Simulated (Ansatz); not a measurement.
# Zn$_{15}$S$_{16}$ (charge −2): nudged elastic band (part 3 of 3)

Zn$_{15}$S$_{16}$ (defect cell, 31 atoms in the cell, total charge −2); DFT LDA, scalar-relativistic, plane waves, PAW, no spin polarisation (Ansatz 0.2.0); cutoff 420 eV, 2×2×2 k-mesh, Gaussian smearing of 0.02 eV. The structure derives from a Materials Project entry. It belongs to a series of runs on one base structure; here: climbing-image band for the jump of Zn by 3.62 A.

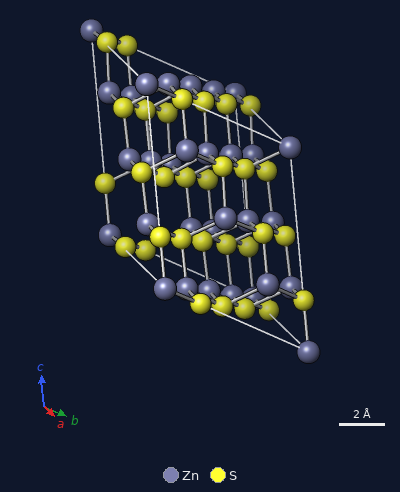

Fig. 1: The starting structure (ball-and-stick view of the cell of the calculation, seen slightly off an axis).

Output, continued
```
--- NEB band (7 images, 9 band iterations, 385 SCF iterations) ---
  forward barrier  = 1.315052 eV
  backward barrier = 1.315052 eV
  lagrangian_above_aufbau_ev (what the smearing adds, to first order; not taken off the barriers): saddle image +0.000000 eV, end points +0.000000 and +0.000000 eV
  climbing image's point = of an order that was not read
  energies are F+E_penalty+E_count in eV, relative to image 0
  image     s (Å)  Δ vs image 0  max|band force component| (eV/Å)
      0    0.0000      0.000000                                 —
      1    0.7114      0.373259                          1.609e-2
      2    1.4228      1.025604                          1.933e-2
  *   3    2.1341      1.315052                          3.232e-2
      4    2.8455      1.025604                          1.933e-2
      5    3.5569      0.373259                          1.609e-2
      6    4.2683      0.000000                                 —
  climbing-image geometry (image 3):
  cell:  # Å, volume = 594.4461 Å³
    - [-5.296847857, 5.296847857, 5.296847857]
    - [5.296847857, -5.296847857, 5.296847857]
    - [5.296847857, 5.296847857, -5.296847857]
  atoms:
    - { symbol: Zn, position: [0.4999996998904038, 0.06851253827896332, 0.31851253783343036] }
    - { symbol: Zn, position: [0.5000000235723087, 0.4992780587858902, 0.0112668381599275] }
    - { symbol: Zn, position: [0.7355250739713208, 0.7488750081093776, 0.4879611945079896] }
    - { symbol: Zn, position: [0.500000030260405, 0.761266840528249, 0.7492780605945607] }
    - { symbol: Zn, position: [0.7608352309726225, -0.004367136811665173, 0.2456328586550619] }
    - { symbol: Zn, position: [0.7355250796027744, 0.23796120157053818, -0.0011249924171453374] }
    - { symbol: Zn, position: [-0.014738684348654257, 0.49415071941342786, 0.4894244388754091] }
    - { symbol: Zn, position: [0.7532617913321995, 0.5113056955145563, 0.7613056909233342] }
    - { symbol: Zn, position: [0.01473867423857661, 0.7541631735699941, 0.2588894195286331] }
    - { symbol: Zn, position: [0.014738684953986376, 0.008889417324882548, 0.004163184127206155] }
    - { symbol: Zn, position: [0.2467382650869096, 0.25804392973020285, 0.5080439295463399] }
    - { symbol: Zn, position: [-0.01473869079530099, 0.23942443976236694, 0.7441507083179002] }
    - { symbol: Zn, position: [0.2644749737178593, 0.5133499166733819, 0.2524361457056801] }
    - { symbol: Zn, position: [0.2391647300112697, 0.7347974847571574, -0.015202502439305599] }
    - { symbol: Zn, position: [0.2644749906853824, 0.0024361525367277703, 0.7633499339218899] }
    - { symbol: S, position: [0.7343175140601674, 1.0012870770548057, 0.48733248353570624] }
    - { symbol: S, position: [0.7343175326781699, 0.2373324980488724, 0.25128707492526975] }
    - { symbol: S, position: [0.7562434414975365, 0.5046817310228201, 1.0121351748379066] }
    - { symbol: S, position: [1.0000000314967057, 0.7562888877341652, 0.5062888940547003] }
    - { symbol: S, position: [0.7562434469441124, 0.7621351793753613, 0.754681731194359] }
    - { symbol: S, position: [1.0096923003066518, 1.0016882652852166, 0.2516882677545268] }
    - { symbol: S, position: [1.0000000287410984, 0.25628888310010667, 1.0062888767228422] }
    - { symbol: S, position: [0.24375659430094626, 0.5058917641273376, 0.49843830704153386] }
    - { symbol: S, position: [-0.009692326138489513, 0.4919958902003497, 0.7419958881643871] }
    - { symbol: S, position: [0.2656824385615895, 0.7669695395770908, 0.2530148996419068] }
    - { symbol: S, position: [0.26568245135259144, 1.0030148946890565, 1.016969557035699] }
    - { symbol: S, position: [0.5000000011894763, 0.27530174651536954, 0.5253017396744776] }
    - { symbol: S, position: [0.24375659005994854, 0.24843830240031656, 0.7558917624144263] }
    - { symbol: S, position: [0.5000000252922537, 0.4881351534165772, 0.2525104078052205] }
    - { symbol: S, position: [0.5000000226096191, 0.7449523345280349, 0.9949523350642537] }
    - { symbol: S, position: [0.5000000338955599, 0.0025104131804689622, 0.7381351542918733] }
```

The last band as extended XYZ (Å, eV, eV/Å)
```
31
Lattice="-5.2968 5.2968 5.2968 5.2968 -5.2968 5.2968 5.2968 5.2968 -5.2968" Properties=species:S:1:pos:R:3:forces:R:3 image=0 energy=-62616.95365
Zn    0.0577    5.2522    0.0447    0.0075   0.0041  -0.0041
Zn    0.0577    0.0447    5.2522    0.0075  -0.0041   0.0041
Zn    2.6037    2.5907    5.2522    0.0041  -0.0075   0.0041
Zn    5.2968    2.6484    2.6484    0.0000   0.0000   0.0000
Zn   -2.6037    5.2522    2.7061   -0.0041   0.0041   0.0075
Zn   -2.6037    2.7061    5.2522   -0.0041   0.0075   0.0041
Zn    5.2391   -0.0447   -0.0447   -0.0075   0.0041   0.0041
Zn    2.6037    5.2522    2.5907    0.0041   0.0041  -0.0075
Zn    5.2968   -2.6484    2.6484    0.0000   0.0000   0.0000
Zn   -0.0577    0.0447    0.0447   -0.0075  -0.0041  -0.0041
Zn    2.6037    2.7061    0.0447    0.0041   0.0075  -0.0041
Zn    5.2968    2.6484   -2.6484    0.0000   0.0000   0.0000
Zn    2.6037    0.0447    2.7061    0.0041  -0.0041   0.0075
Zn    2.6931   -2.7061    5.3415   -0.0041  -0.0075  -0.0041
Zn    2.6931    5.3415   -2.7061   -0.0041  -0.0041  -0.0075
S     3.9726    1.3183    6.6210   -0.0109   0.0072  -0.0109
S    -1.2637    3.9122    3.9122   -0.0019   0.0019   0.0019
S     3.9726    6.6210    1.3183   -0.0109  -0.0109   0.0072
S     1.3243    3.9727    6.6152    0.0109   0.0109   0.0072
S     3.9668    3.9727    3.9727    0.0072   0.0109   0.0109
S     1.3243    1.3241    9.2754    0.0109  -0.0109  -0.0072
S     1.3243    9.2754    1.3241    0.0109  -0.0072  -0.0109
S     3.9668    1.3241    1.3241    0.0072  -0.0109  -0.0109
S     6.6211    1.3183   -1.3241    0.0109   0.0072   0.0109
S     3.9726   -1.3241    3.9785   -0.0109   0.0109  -0.0072
S     9.3300    1.3847    1.3847   -0.0019  -0.0019  -0.0019
S     1.2637    3.9122    1.3847    0.0019   0.0019  -0.0019
S     3.9726    3.9785   -1.3241   -0.0109  -0.0072   0.0109
S     1.2637    1.3847    3.9122    0.0019  -0.0019   0.0019
S     6.6269    3.9727    1.3241   -0.0072   0.0109  -0.0109
S     1.3301    6.6210   -1.3241   -0.0072  -0.0109   0.0109
31
Lattice="-5.2968 5.2968 5.2968 5.2968 -5.2968 5.2968 5.2968 5.2968 -5.2968" Properties=species:S:1:pos:R:3:forces:R:3 image=1 energy=-62616.58039
Zn   -0.1695    4.8776    0.4192    0.3886   0.5763  -0.5763
Zn    0.0575    0.0566    5.2403    0.0028  -0.0274   0.0274
Zn    2.6262    2.5837    5.2338   -0.0077   0.0268   0.0015
Zn    5.3434    2.5952    2.7017   -0.0189  -0.0139   0.0139
Zn   -2.6906    5.2753    2.7323    0.0428  -0.0538   0.0276
Zn   -2.6403    2.6694    5.1836   -0.0017  -0.0075   0.0517
Zn    5.2476   -0.0894   -0.0682   -0.0232  -0.0059   0.0151
Zn    2.7058    5.2987    2.6160   -0.0475  -0.0504  -0.0357
Zn    5.3135   -2.5977    2.6472    0.0081  -0.0507  -0.0134
Zn   -0.0493    0.0682    0.0894   -0.0232  -0.0151   0.0059
Zn    2.7058    2.6808   -0.0018   -0.0475   0.0357   0.0504
Zn    5.3135    2.6497   -2.6991    0.0081   0.0134   0.0507
Zn    2.6262    0.0630    2.7131   -0.0077  -0.0015  -0.0268
Zn    2.6062   -2.7323    5.3184    0.0428  -0.0276   0.0538
Zn    2.6566    5.4101   -2.6694   -0.0017  -0.0517   0.0075
S     3.9401    1.2865    6.6499   -0.0260   0.0610   0.0346
S    -1.3006    3.9226    3.8738    0.0003  -0.0503   0.0551
S     4.0022    6.6691    1.3028   -0.0244  -0.0454   0.0084
S     1.3619    3.9822    6.6061   -0.0312  -0.0137   0.0076
S     4.0181    3.9768    4.0002   -0.0140  -0.0196  -0.0005
S     1.3024    1.3640    9.3023    0.0132  -0.0334  -0.0055
S     1.3619    9.2844    1.3147   -0.0312  -0.0076   0.0137
S     4.0181    1.2967    1.3201   -0.0140   0.0005   0.0196
S     6.5993    1.2914   -1.3640    0.0132   0.0055   0.0334
S     3.9401   -1.3530    4.0103   -0.0260  -0.0346  -0.0610
S     9.2931    1.4230    1.3743    0.0003  -0.0551   0.0503
S     1.4423    3.8281    1.4687   -0.1391  -0.0462   0.0462
S     4.0022    3.9941   -1.3723   -0.0244  -0.0084   0.0454
S     1.2690    1.3941    3.9028    0.0041  -0.0253   0.0253
S     6.5911    3.9691    1.3277    0.0116  -0.0255   0.0255
S     1.2559    6.5217   -1.2249   -0.0266  -0.0487   0.0487
31
Lattice="-5.2968 5.2968 5.2968 5.2968 -5.2968 5.2968 5.2968 5.2968 -5.2968" Properties=species:S:1:pos:R:3:forces:R:3 image=2 energy=-62615.92805
Zn   -0.4518    4.4336    0.8632    0.1722   0.4878  -0.4878
Zn    0.0545    0.0607    5.2362   -0.0080  -0.0158   0.0158
Zn    2.6359    2.5550    5.2425   -0.0020   0.0240  -0.0108
Zn    5.3570    2.5895    2.7074   -0.0023  -0.0153   0.0153
Zn   -2.7287    5.3055    2.7335    0.0331  -0.0682   0.0490
Zn   -2.6370    2.6568    5.1575    0.0090   0.0100   0.0200
Zn    5.2638   -0.1022   -0.0615   -0.0252  -0.0091   0.0160
Zn    2.7382    5.3209    2.6448   -0.0176  -0.0161  -0.0239
Zn    5.3111   -2.5732    2.6700    0.0200  -0.0462  -0.0131
Zn   -0.0331    0.0615    0.1022   -0.0252  -0.0160   0.0091
Zn    2.7382    2.6521   -0.0241   -0.0176   0.0239   0.0161
Zn    5.3111    2.6268   -2.7237    0.0200   0.0131   0.0462
Zn    2.6359    0.0544    2.7419   -0.0020   0.0108  -0.0240
Zn    2.5681   -2.7335    5.2882    0.0331  -0.0490   0.0682
Zn    2.6599    5.4362   -2.6568    0.0090  -0.0200  -0.0100
S     3.9608    1.2289    6.6385   -0.0458   0.0637   0.0401
S    -1.2980    3.9466    3.8463    0.0050  -0.0312   0.0341
S     4.0161    6.6877    1.3093   -0.0146  -0.0162  -0.0053
S     1.3817    3.9764    6.6132   -0.0088  -0.0070   0.0023
S     4.0283    3.9702    4.0213    0.0026  -0.0146  -0.0035
S     1.2936    1.3708    9.3137   -0.0080  -0.0230   0.0057
S     1.3817    9.2773    1.3204   -0.0088  -0.0023   0.0070
S     4.0283    1.2755    1.3266    0.0026   0.0035   0.0146
S     6.5905    1.2800   -1.3708   -0.0080  -0.0057   0.0230
S     3.9608   -1.3416    4.0679   -0.0458  -0.0401  -0.0637
S     9.2957    1.4505    1.3502    0.0050  -0.0342   0.0312
S     1.5493    3.8481    1.4488   -0.0460  -0.1585   0.1585
S     4.0161    3.9876   -1.3909   -0.0146   0.0053   0.0162
S     1.2661    1.3980    3.8989   -0.0195  -0.0185   0.0185
S     6.5788    3.9753    1.3216    0.0148  -0.0111   0.0111
S     1.2766    6.5429   -1.2461   -0.0064  -0.0241   0.0241
31
Lattice="-5.2968 5.2968 5.2968 5.2968 -5.2968 5.2968 5.2968 5.2968 -5.2968" Properties=species:S:1:pos:R:3:forces:R:3 image=3 energy=-62615.63860
Zn   -0.5984    3.9726    1.3242    0.0133   0.0000   0.0000
Zn    0.0559    0.0635    5.2333   -0.0176   0.0064  -0.0064
Zn    2.6554    2.5139    5.2780    0.0202   0.0129   0.0126
Zn    5.3527    2.5849    2.7119   -0.0176  -0.0064   0.0064
Zn   -2.7521    5.3542    2.7058    0.0307  -0.0127  -0.0127
Zn   -2.6415    2.6296    5.1624    0.0202   0.0126   0.0129
Zn    5.2879   -0.1031   -0.0530   -0.0039   0.0078  -0.0069
Zn    2.7509    5.3141    2.6657   -0.0003  -0.0133  -0.0133
Zn    5.2879   -2.5453    2.7015   -0.0039  -0.0078   0.0069
Zn   -0.0089    0.0530    0.1031   -0.0039   0.0069  -0.0078
Zn    2.7509    2.6311   -0.0173   -0.0003   0.0133   0.0133
Zn    5.2879    2.5954   -2.7515   -0.0039  -0.0069   0.0078
Zn    2.6554    0.0189    2.7829    0.0202  -0.0126  -0.0129
Zn    2.5448   -2.7058    5.2395    0.0307   0.0127   0.0127
Zn    2.6554    5.4313   -2.6296    0.0202  -0.0129  -0.0126
S     3.9954    1.1672    6.6119   -0.0107  -0.0024   0.0014
S    -1.3014    3.9635    3.8157   -0.0107   0.0014  -0.0024
S     4.0286    6.6936    1.3178    0.0029   0.0086  -0.0200
S     1.3908    3.9726    6.6211    0.0107   0.0000   0.0000
S     4.0286    3.9662    4.0452    0.0029  -0.0200   0.0086
S     1.2908    1.3756    9.3208   -0.0323   0.0029   0.0029
S     1.3908    9.2695    1.3242    0.0107   0.0000   0.0000
S     4.0286    1.2517    1.3306    0.0029  -0.0086   0.0200
S     6.5876    1.2729   -1.3756   -0.0323  -0.0030  -0.0030
S     3.9954   -1.3151    4.1296   -0.0107  -0.0014   0.0024
S     9.2923    1.4812    1.3334   -0.0107   0.0024  -0.0014
S     1.5923    3.9726    1.3242   -0.0058   0.0000   0.0000
S     4.0286    3.9790   -1.3968    0.0029   0.0200  -0.0086
S     1.2747    1.4004    3.8965   -0.0166   0.0044  -0.0044
S     6.5676    3.9726    1.3242    0.0089   0.0000   0.0000
S     1.2747    6.5449   -1.2481   -0.0166  -0.0044   0.0044
31
Lattice="-5.2968 5.2968 5.2968 5.2968 -5.2968 5.2968 5.2968 5.2968 -5.2968" Properties=species:S:1:pos:R:3:forces:R:3 image=4 energy=-62615.92805
Zn   -0.4518    3.5116    1.7852    0.1722  -0.4878   0.4878
Zn    0.0601    0.0589    5.2379   -0.0023   0.0153  -0.0153
Zn    2.6599    2.5090    5.3052    0.0090   0.0200   0.0100
Zn    5.3513    2.5877    2.7091   -0.0080   0.0158  -0.0158
Zn   -2.7287    5.3819    2.6570    0.0331   0.0490  -0.0682
Zn   -2.6609    2.5940    5.2034   -0.0020  -0.0108   0.0240
Zn    5.3111   -0.0753   -0.0216    0.0200   0.0462   0.0131
Zn    2.7382    5.2932    2.6725   -0.0176  -0.0239  -0.0161
Zn    5.2638   -2.5462    2.7099   -0.0252   0.0091  -0.0160
Zn    0.0143    0.0216    0.0753    0.0200  -0.0131  -0.0462
Zn    2.7382    2.6243    0.0036   -0.0176   0.0161   0.0239
Zn    5.2638    2.5869   -2.7506   -0.0252   0.0160  -0.0091
Zn    2.6599   -0.0083    2.7878    0.0090  -0.0100  -0.0200
Zn    2.5681   -2.6570    5.2118    0.0331   0.0682  -0.0490
Zn    2.6359    5.3903   -2.5940   -0.0020  -0.0240   0.0108
S     3.9988    1.1979    6.5950    0.0050   0.0341  -0.0312
S    -1.3361    3.9901    3.8774   -0.0458   0.0401   0.0637
S     4.0283    6.6698    1.3218    0.0026  -0.0035  -0.0146
S     1.3817    3.9689    6.6289   -0.0088   0.0070  -0.0023
S     4.0161    3.9577    4.0393   -0.0146  -0.0053  -0.0162
S     1.2936    1.3685    9.3161   -0.0080   0.0057  -0.0230
S     1.3817    9.2617    1.3280   -0.0088   0.0023  -0.0070
S     4.0161    1.2575    1.3391   -0.0146   0.0162   0.0053
S     6.5905    1.2776   -1.3685   -0.0080   0.0230  -0.0057
S     3.9988   -1.2982    4.0990    0.0050   0.0312  -0.0341
S     9.2576    1.4195    1.3068   -0.0458  -0.0637  -0.0401
S     1.5493    4.0972    1.1996   -0.0460   0.1585  -0.1585
S     4.0283    3.9750   -1.3729    0.0026   0.0146   0.0035
S     1.2766    1.4023    3.8945   -0.0064   0.0241  -0.0241
S     6.5788    3.9700    1.3268    0.0148   0.0111  -0.0111
S     1.2661    6.5473   -1.2504   -0.0195   0.0185  -0.0185
31
Lattice="-5.2968 5.2968 5.2968 5.2968 -5.2968 5.2968 5.2968 5.2968 -5.2968" Properties=species:S:1:pos:R:3:forces:R:3 image=5 energy=-62616.58039
Zn   -0.1695    3.0677    2.2292    0.3886  -0.5763   0.5763
Zn    0.0465    0.0532    5.2436   -0.0189   0.0139  -0.0139
Zn    2.6566    2.5351    5.3178   -0.0017   0.0517  -0.0075
Zn    5.3544    2.5919    2.7050    0.0028   0.0274  -0.0274
Zn   -2.6906    5.3807    2.6269    0.0428   0.0276  -0.0538
Zn   -2.6707    2.5854    5.2321   -0.0077   0.0015   0.0268
Zn    5.3135   -0.0507    0.0013    0.0081   0.0507   0.0134
Zn    2.7058    5.2644    2.6503   -0.0475  -0.0357  -0.0504
Zn    5.2476   -2.5590    2.7166   -0.0232   0.0059  -0.0151
Zn    0.0167   -0.0013    0.0507    0.0081  -0.0134  -0.0507
Zn    2.7058    2.6466    0.0324   -0.0475   0.0504   0.0357
Zn    5.2476    2.5802   -2.7379   -0.0232   0.0151  -0.0059
Zn    2.6566   -0.0209    2.7617   -0.0017   0.0075  -0.0517
Zn    2.6062   -2.6269    5.2130    0.0428   0.0538  -0.0276
Zn    2.6262    5.3616   -2.5854   -0.0077  -0.0268  -0.0015
S     3.9962    1.2254    6.5710    0.0003   0.0551  -0.0503
S    -1.3567    4.0014    3.9350   -0.0260   0.0346   0.0610
S     4.0181    6.6486    1.3283   -0.0140  -0.0005  -0.0196
S     1.3619    3.9631    6.6360   -0.0312   0.0137  -0.0076
S     4.0022    3.9512    4.0207   -0.0244   0.0084  -0.0454
S     1.3024    1.3570    9.3093    0.0132  -0.0055  -0.0334
S     1.3619    9.2545    1.3338   -0.0312   0.0076  -0.0137
S     4.0022    1.2762    1.3457   -0.0244   0.0454  -0.0084
S     6.5993    1.2844   -1.3570    0.0132   0.0334   0.0055
S     3.9962   -1.2742    4.0714    0.0003   0.0503  -0.0551
S     9.2370    1.3619    1.2954   -0.0260  -0.0610  -0.0346
S     1.4423    4.1171    1.1797   -0.1391   0.0462  -0.0462
S     4.0181    3.9685   -1.3517   -0.0140   0.0196   0.0005
S     1.2559    1.4235    3.8733   -0.0266   0.0487  -0.0487
S     6.5911    3.9761    1.3207    0.0116   0.0255  -0.0255
S     1.2690    6.5512   -1.2543    0.0041   0.0253  -0.0253
31
Lattice="-5.2968 5.2968 5.2968 5.2968 -5.2968 5.2968 5.2968 5.2968 -5.2968" Properties=species:S:1:pos:R:3:forces:R:3 image=6 energy=-62616.95365
Zn    0.0577    2.6931    2.6037    0.0075  -0.0041   0.0041
Zn    0.0000    0.0000    5.2968    0.0000   0.0000   0.0000
Zn    2.6931    2.6037    5.3546   -0.0041   0.0041   0.0075
Zn    5.3546    2.6037    2.6931    0.0075   0.0041  -0.0041
Zn   -2.6037    5.3546    2.6037   -0.0041   0.0075   0.0041
Zn   -2.6931    2.6037    5.2391    0.0041   0.0041  -0.0075
Zn    5.2968    0.0000    0.0000    0.0000   0.0000   0.0000
Zn    2.6037    5.2391    2.6037    0.0041  -0.0075   0.0041
Zn    5.2391   -2.6037    2.6931   -0.0075  -0.0041  -0.0041
Zn    0.0000    0.0000    0.0000    0.0000   0.0000   0.0000
Zn    2.6037    2.6931    0.0577    0.0041  -0.0041   0.0075
Zn    5.2391    2.6037   -2.6931   -0.0075   0.0041   0.0041
Zn    2.6931   -0.0577    2.6931   -0.0041  -0.0075  -0.0041
Zn    2.6931   -2.6037    5.2391   -0.0041  -0.0041  -0.0075
Zn    2.6037    5.3546   -2.6037    0.0041   0.0075  -0.0041
S     4.0331    1.2637    6.5606   -0.0019   0.0019   0.0019
S    -1.3243    3.9726    3.9668   -0.0109  -0.0109   0.0072
S     3.9668    6.6211    1.3243    0.0072   0.0109   0.0109
S     1.3243    3.9726    6.6269    0.0109  -0.0109  -0.0072
S     3.9726    3.9668    3.9726   -0.0109   0.0072  -0.0109
S     1.3243    1.3301    9.2694    0.0109  -0.0072  -0.0109
S     1.3243    9.2636    1.3243    0.0109   0.0072   0.0109
S     3.9726    1.3243    1.3301   -0.0109   0.0109  -0.0072
S     6.6211    1.3243   -1.3301    0.0109   0.0109   0.0072
S     4.0331   -1.2637    4.0331   -0.0019  -0.0019  -0.0019
S     9.2694    1.3301    1.3243   -0.0109  -0.0072   0.0109
S     1.2637    4.0331    1.2637    0.0019  -0.0019   0.0019
S     3.9668    3.9726   -1.3243    0.0072  -0.0109  -0.0109
S     1.3301    1.3243    3.9726   -0.0072   0.0109  -0.0109
S     6.6269    3.9726    1.3243   -0.0072  -0.0109   0.0109
S     1.2637    6.5606   -1.2637    0.0019   0.0019  -0.0019
```

Summary

| quantity | value |
| --- | --- |
| outcome | converged |
| barrier, forward | 1.315 eV |
| barrier, backward | 1.315 eV |
| electrons treated | 278 |
| hardware | 8 threads of Intel Xeon @ 2.10GHz (Emerald Rapids), 189 GiB of memory available, shared host |
| wall time | 12 min (CPU time 53 min) |
| peak memory | 5.1 GiB |

The order of the saddle point was not checked.
